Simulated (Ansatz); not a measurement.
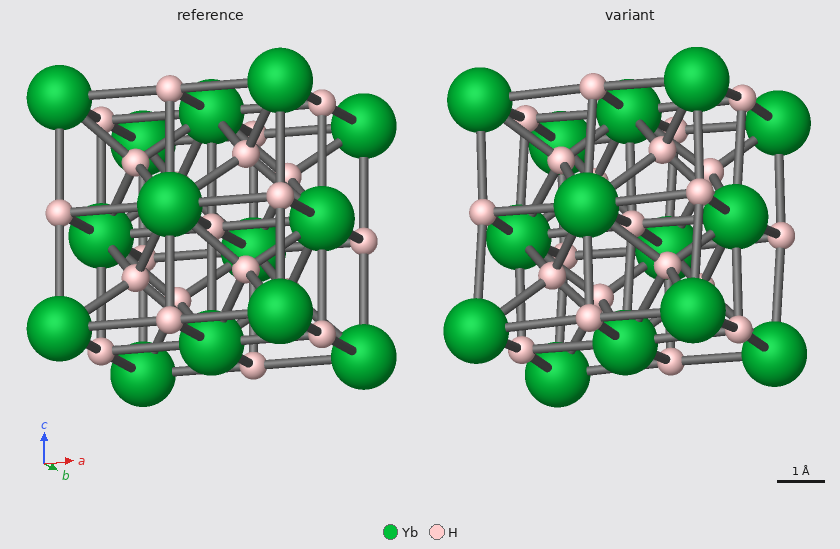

Left: crystalline YbH₃ (built on the BiF3 type). Right: the same structure after one change, at the same scale. A ball-and-stick model of the conventional cell (4 times the calculation's cell), seen from a free direction. Lengths and directions refer to the drawn axes.

Level of theory: DFT PBE, scalar-relativistic, plane waves, PAW in Ansatz. Set-up: plane-wave cutoff 420 eV; k-point mesh 10 × 10 × 10; occupations gaussian; smearing width 0.05 eV; no spin polarisation.

What was changed?

The cell is strained by +1.2 % roughly along [0 1 1], +0.6 % roughly along [1 −1 1], −2.8 % along [2 1 −1] (volume −1.1 %) and atoms are displaced by up to 0.10 Å (root mean square over those that move 0.08 Å) relative to the cell: Yb 0.09 Å roughly along [−2 −1 −2]. No relaxation follows.

How do the computed properties respond?

Near-neighbour distances before and after: H–Yb 2.201 → 2.026 to 2.286 Å, H–Yb 2.541 → 2.412 to 2.613 Å. The space group (tolerance 0.01 Å) goes from Fm-3m (No. 225) to P1 (No. 1). The energy rises by 22.8 meV per atom. The pressure goes from 0.0 to 1.6 GPa. The principal stresses (compression positive) are 4.6 GPa roughly along [3 2 0], 1.3 GPa roughly along c, −1.1 GPa roughly along [1 −1 0]. The largest force is 0.89 eV/Å, on the Yb atom, along [3 2 3]. The forces mostly point back along the displacements (cosine −0.88). It is metallic before and after.

Limits of the set-up: 4f states are treated without a Hubbard U.
